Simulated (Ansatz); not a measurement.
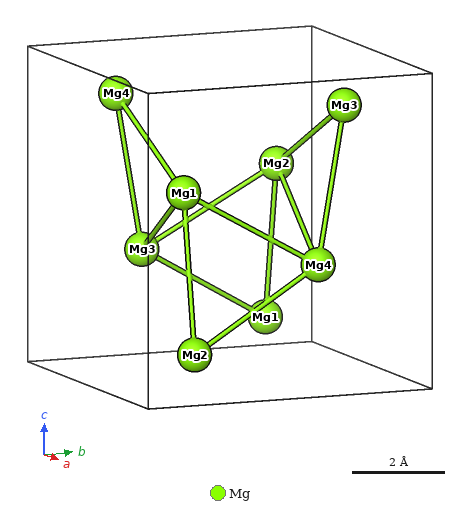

The starting point is a symmetric starting cell of Mg (made from another compound by putting Mg in place of Hg). Style: ball-and-stick. Shown: the conventional cell (2 times the calculation's cell), slightly off an axis. Lengths and directions refer to the drawn axes.

The calculation used DFT PBE, scalar-relativistic, plane waves, PAW in Ansatz 0.2.0. Set-up: plane-wave cutoff 420 eV; k-point mesh 10 × 10 × 10; occupations gaussian; smearing width 0.1 eV; no spin polarisation.

The variant: All lengths are scaled by −2.5 % (volume −7.3 %), the atoms keeping their fractional coordinates. No relaxation follows. The starting cell wasn't computed here and needn't be at equilibrium, so pressure and forces aren't due to the change alone.

Input
```yaml
crystal:
  lattice:
    - [-3.2754857488, 3.2754857488, 3.3948007131]
    - [3.2754857488, -3.2754857488, 3.3948007131]
    - [3.2754857488, 3.2754857488, -3.3948007131]
  atoms:
    - { symbol: Mg, position: [0.875, 0.329267, 0.954267] }
    - { symbol: Mg, position: [0.375, 0.920733, 0.045733] }
    - { symbol: Mg, position: [0.670733, 0.625, 0.545733] }
    - { symbol: Mg, position: [0.079267, 0.125, 0.454267] }
basis:
  ecutwfc: 420
kpoints:
  mp_grid: { grid: [10, 10, 10] }
hamiltonian:
  xc: pbe
scf:
  occupations: { method: gaussian, width: 0.1 }
output:
  forces: true
  stress: true
  eigenvalues: true
```

Command:
```bash
ansatz run input.yaml --threads 1 --pin off --max-ram 1331MiB --backend cpu --events-out ev --progress --plain --runs-dir out
```

> What does the calculation give for the changed structure?

The pressure is −5.3 GPa (not all of it need come from the change, since the unchanged cell can be under pressure at this level too). The largest forces, 0.022 eV/Å, act on Mg1, Mg2, Mg3 and Mg4. Some distances before and after: Mg–Mg 3.530 → 3.439 to 3.447 Å. The space group stays I-42d (No. 122).

The changed structure in the same view:

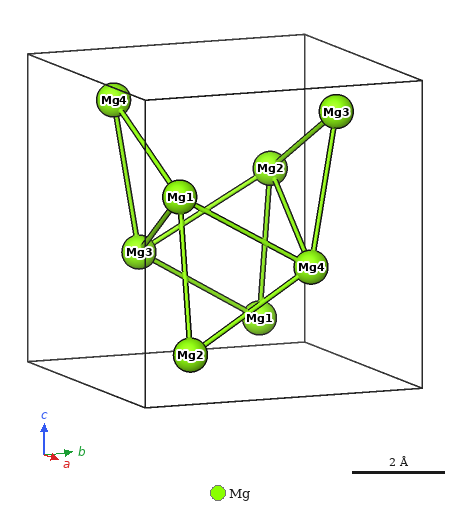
